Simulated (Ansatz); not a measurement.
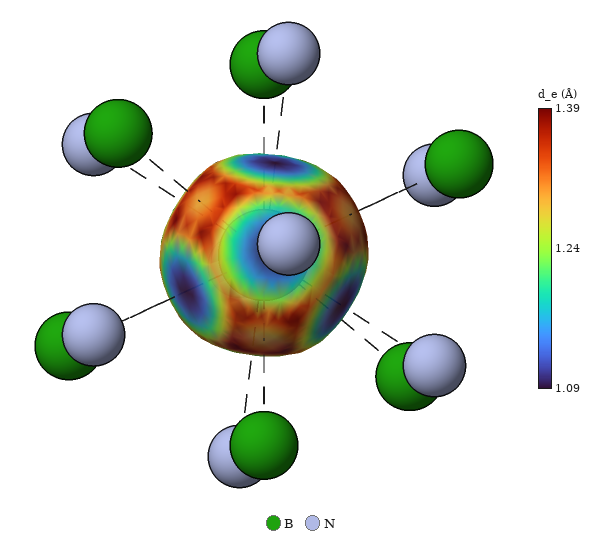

Hirshfeld surface computed for one B atom in BN in space group Pm-3m, coloured by d_e. Dashed lines lead to the closest neighbours outside.

The surface is where the fragment's share of the procrystal density (the sum of the densities of spherically averaged neutral Hartree-Fock atoms) equals one half. d_i and d_e are the distances from the surface to the nearest nucleus inside and outside.

The cell is taken from the end point of a relaxation with Ansatz 0.2.0, DFT, r2SCAN, plane waves, PAW; the starting structure was generated, so it need not be a known form of this composition.

Space group Pm-3m (No. 221). a = 2.315 Å, b = 2.315 Å, c = 2.315 Å, α = 90.00°, β = 90.00°, γ = 90.00°
```csv
atom,site,symmetry,x,y,z
B,1a,m-3m,0.0000,0.0000,0.0000
N,1b,m-3m,0.5000,0.5000,0.5000
```

What is the shortest distance from the fragment to an atom outside it?

B–N, 2.00 Å.

How is the surface shared among contacts (nearest atom inside ··· nearest atom outside)?

B···N 85 %, B···B 15 %. The surface faces 14 neighbours with more than 2 % of its area each: 8 N + 6 B.

Give the size and shape of the surface.

It encloses about 3.9 Å³, has an area of about 12 Å² and a globularity of 0.99 (1 for a sphere).
